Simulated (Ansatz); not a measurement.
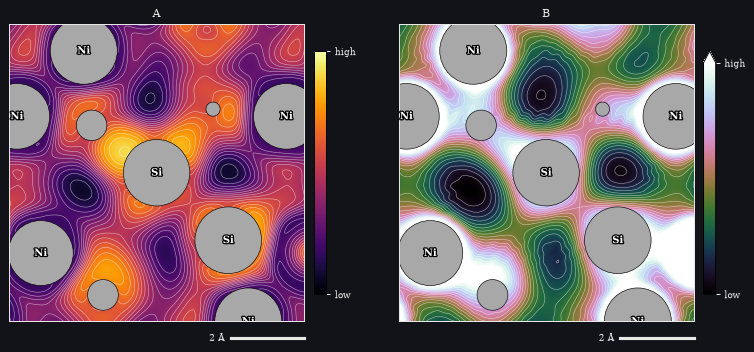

Si2Ni: 2 fields on the (011̄) plane of the conventional cell, with unlabelled colour scales. Grey discs cover the atomic cores.

Space group P1; a generated structure, not necessarily the stable one; computed without spin polarisation.

Theory: DFT PBEsol, scalar-relativistic, plane waves, PAW (Ansatz).

```xyz
24
Lattice="0.2698 -4.8978 -5.4565 -0.3960 -5.0753 5.6454 -5.9320 4.9085 0.2153" Properties=species:S:1:pos:R:3 pbc="T T T"
Si   -4.5646   -3.5780    1.2358
Ni   -1.1760   -1.4153    1.3114
Ni   -2.4594    1.1683   -0.7353
Ni   -3.8238   -0.8815   -1.4119
Si   -4.8377   -0.7346    4.1846
Si   -1.8234   -4.8109   -0.7944
Si   -1.4941   -5.7204    1.4899
Si   -4.2868    1.1317    2.0792
Si   -1.9966   -2.3400    3.4839
Si   -4.9129    1.0237   -0.7361
Ni   -5.2642   -1.4233    1.9673
Si   -1.3662   -3.9896   -4.0269
Si   -0.5535   -3.4980    0.9504
Si   -4.6039   -1.0010   -3.6354
Ni   -3.6625   -3.5007   -0.9353
Si   -1.5471   -1.2102   -1.0235
Si   -5.7575   -1.3937   -0.3139
Si   -3.3627   -6.9556    0.4401
Ni   -3.0145   -0.4958    2.6609
Si   -0.2361   -2.5419   -2.5247
Ni   -5.4977   -2.6055   -2.2143
Si   -3.0720   -4.6075    2.7916
Si   -3.3060   -1.6866    0.6643
Ni   -0.1794   -9.6744   -0.0041
```

**The panels show electron localisation function and valence pseudo-density in some order. Assign them.**

Panel A: electron localisation function. Panel B: valence pseudo-density. From the grid: Si–Ni (2.28 Å): the density is about 0.5 e/Å³ at the midpoint; the ELF peaks at about 0.70 in the valence shell of Si, 0.9 Å from its nucleus, and is about 0.45 at the midpoint.
